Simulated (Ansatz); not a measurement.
A series of calculations on O32Ca31

**1. Relaxation**

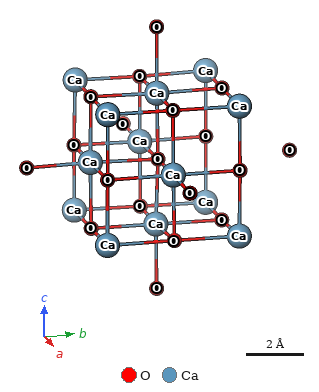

This is the input geometry for a relaxation of a defect cell of composition O32Ca31 (cell charge −2). Style: ball-and-stick. Shown: the atoms within 5.0 Å of the atom that moves most (axes of the cell of the calculation (origin shifted)), slightly off an axis.

These are results of DFT, PBEsol, PAW, plane waves in Ansatz 0.2.0, not measurements.

Settings: plane-wave cutoff 420 eV; k-point mesh 1 × 1 × 1; mesh shifted by (0.25, 0.25, 0.25); no spin polarisation; atoms relaxed in a fixed cell; force threshold 0.03 eV/Å; at most 80 steps.

```
CELL_PARAMETERS angstrom
9.53520 0.00000 0.00000
0.00000 9.53520 0.00000
0.00000 0.00000 9.53520
ATOMIC_POSITIONS crystal
O 0.24990 0.99407 0.00190
O 0.24711 0.99969 0.49993
O 0.25279 0.49637 0.00557
O 0.25024 0.50017 0.50025
O 0.74740 0.00063 0.99862
O 0.75517 0.99838 0.50140
O 0.74938 0.49980 0.99689
O 0.74726 0.50412 0.50184
O 0.00185 0.25136 0.99967
O 0.99729 0.25071 0.49843
O 0.99973 0.74798 0.00325
O 0.00144 0.74964 0.50219
O 0.50018 0.24978 0.00243
O 0.49868 0.25521 0.49598
O 0.50058 0.75125 0.99874
O 0.50293 0.75470 0.49719
O 0.99718 0.99658 0.25287
O 0.99777 0.99617 0.75068
O 0.00342 0.49833 0.25003
O 0.00199 0.49673 0.75329
O 0.50136 0.00049 0.24881
O 0.50063 0.99932 0.75223
O 0.49607 0.49842 0.24644
O 0.50091 0.49801 0.75202
O 0.24526 0.25265 0.24855
O 0.25197 0.24811 0.74710
O 0.24620 0.74857 0.25075
O 0.24632 0.74952 0.75314
O 0.74918 0.25416 0.25135
O 0.75033 0.24811 0.74940
O 0.74830 0.74502 0.24839
O 0.75159 0.74567 0.74990
Ca 0.99896 0.99990 0.99912
Ca 0.99839 0.99761 0.50394
Ca 0.00228 0.49887 0.00011
Ca 0.00115 0.50214 0.50006
Ca 0.50036 0.00207 0.00215
Ca 0.50277 0.99686 0.50165
Ca 0.49798 0.50039 0.99783
Ca 0.25233 0.24587 0.99819
Ca 0.25243 0.24844 0.49834
Ca 0.25178 0.75060 0.00150
Ca 0.25363 0.75275 0.50177
Ca 0.74936 0.25063 0.99774
Ca 0.75043 0.24955 0.50212
Ca 0.74974 0.75282 0.99691
Ca 0.74953 0.75011 0.49731
Ca 0.24965 0.00022 0.25201
Ca 0.25079 0.00340 0.74937
Ca 0.24882 0.50016 0.24760
Ca 0.24819 0.49999 0.75118
Ca 0.75161 0.99881 0.25058
Ca 0.74903 0.00053 0.74955
Ca 0.75228 0.50031 0.25258
Ca 0.75140 0.50084 0.74881
Ca 0.00158 0.25159 0.25121
Ca 0.00071 0.24964 0.75030
Ca 0.99956 0.74881 0.24939
Ca 0.00149 0.74706 0.74783
Ca 0.50082 0.24662 0.24879
Ca 0.50117 0.25018 0.74880
Ca 0.50293 0.74948 0.24978
Ca 0.49949 0.74997 0.74514
```

Q: Where does the relaxation end?

A: After 3 geometry steps the energy has fallen by 2.101 eV per cell of the calculation. The largest force component goes from 2.2 to 0.012 eV/Å. The largest move is that of O14, 0.21 Å roughly along [0 −3 1]. By element the largest moves are O 0.21 Å, Ca 0.12 Å. The lattice vectors keep their values. Among the contacts that change: O14–Ca38 2.464 → 2.230 Å, Ca50–Ca60 3.409 → 3.282 Å, Ca41–Ca51 3.401 → 3.282 Å, O23–Ca54 2.444 → 2.331 Å. Among the angles between lasting bonds that change: O8–Ca45–O14 88.0° → 100.7°, O14–Ca60–O23 88.5° → 100.7°, O14–Ca61–O24 89.6° → 100.7°.

Step by step:

```csv
step,"E − E(0), meV/atom","largest force component, eV/Å"
0,0.00,2.2148
1,-31.61,0.3409
2,-33.35,0.0122
3,-33.35,0.0122
```

After the run, drawn alike:

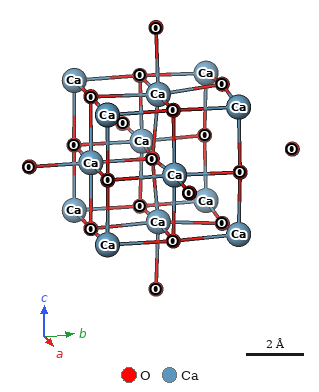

Limits of the set-up: the cell is charged, on a uniform background, and energies carry no finite-size correction.

**2. Relaxation**

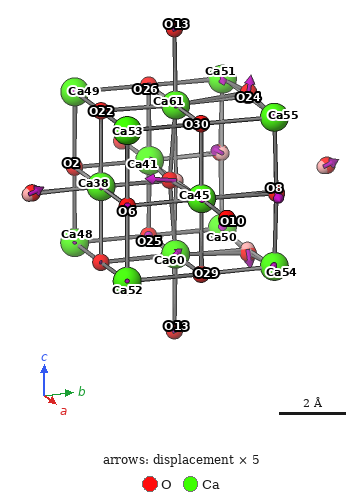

This is a relaxation of a defect cell of composition O32Ca31. The starting structure is drawn faded, the final one solid; purple arrows show the displacements, 5 times their true length.

A ball-and-stick model of the atoms within 5.0 Å of the atom that moves most (axes of the cell of the calculation (origin shifted)), seen slightly off an axis.

The calculation used Ansatz 0.2.0, DFT, PBEsol, PAW, plane waves. Settings: plane-wave cutoff 420 eV; k-point mesh 1 × 1 × 1; mesh shifted by (0.25, 0.25, 0.25); collinear spin; atoms relaxed in a fixed cell; force threshold 0.03 eV/Å; at most 80 steps.

> Atoms of which element are displaced furthest, and by how much?

Oxygen: up to 0.21 Å, against 0.07 Å for calcium.

> Describe the change and its energy.

After 3 geometry steps the energy has fallen by 1.076 eV per cell of the calculation. The largest force component goes from 1.5 to 0.023 eV/Å. An O atom moves most: 0.21 Å roughly along −b. By element the largest moves are O 0.21 Å, Ca 0.07 Å. The cell stays as it was. Some distances before and after: Ca–O 2.464 → 2.226 Å, Ca–O 2.309 → 2.228 Å, Ca–O 2.444 → 2.365 Å, Ca–Ca 3.406 → 3.329 Å. Bond angles that change, for instance: O–Ca–O 88.0° → 99.2°, O–Ca–O 88.5° → 99.0°, O–Ca–O 89.6° → 99.3°.

**3. Defect**

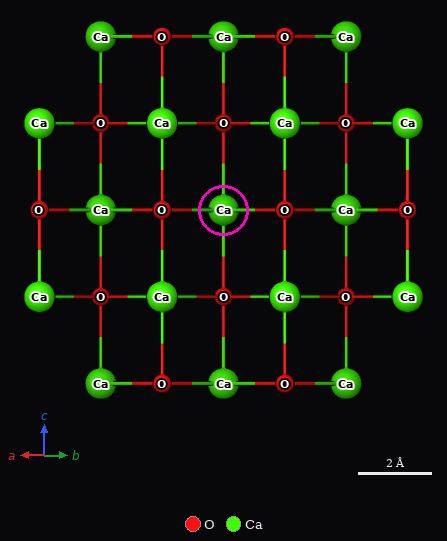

Perfect CaO. The picture is a ball-and-stick view of the atoms within 6.0 Å of one point, in a slice 5.0 Å thick across the line of sight, seen along [110].

All numbers below come from DFT, PBEsol, PAW, plane waves in Ansatz 0.2.0. Set-up: plane-wave cutoff 420 eV; k-point mesh 1 × 1 × 1; mesh shifted by (0.25, 0.25, 0.25); no spin polarisation. Fermi-Dirac smearing of 0.01 eV. A uniform background neutralises the charged cell. The axes drawn are those of the host's conventional cell.

A calcium atom is taken out (a vacancy) at the ringed place, in charge state −2. The supercell has 64 sites, and the atoms are relaxed at the host's cell.

> Predict the relaxed surroundings of the defect.

Around the empty Ca site the host had 6 O at 2.38 Å; after relaxation the nearest atoms are 6 O at 2.53 to 2.54 Å. Of the host's atoms, an oxygen atom moves furthest from its site, by 0.15 Å.

The relaxed defect, seen from the same direction:

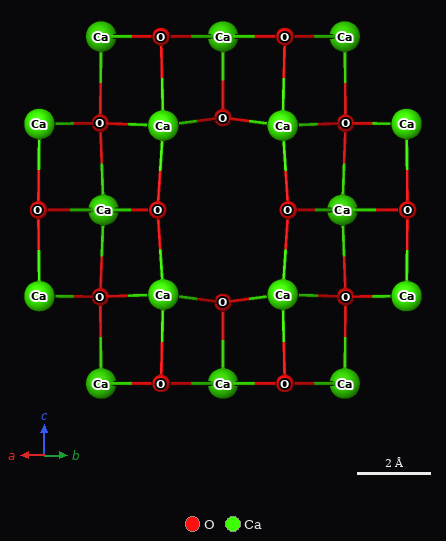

Limits of the set-up: the cell is charged, on a uniform background, and energies carry no finite-size correction.
